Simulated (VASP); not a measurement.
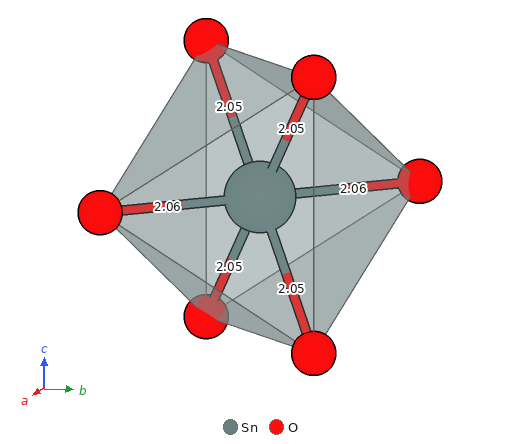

Coordination of Sn in SnO₂ (P4_2/mnm); bond lengths in Å. The shape measure S (0 to 100) is the computed least-squares distance from an ideal polyhedron; S = 0 means ideal. Source: an entry of the Crystallography Open Database, as set up for an electronic-structure calculation.

### Name the coordination polyhedron and say how regular it is.

SnO6: a slightly distorted octahedron (coordination number 6, S = 0.72; next best trigonal prism, S = 15.9).

### Does the central atom sit at the centroid of its ligands?

Yes, to within 0.01 Å; the site symmetry is mmm.
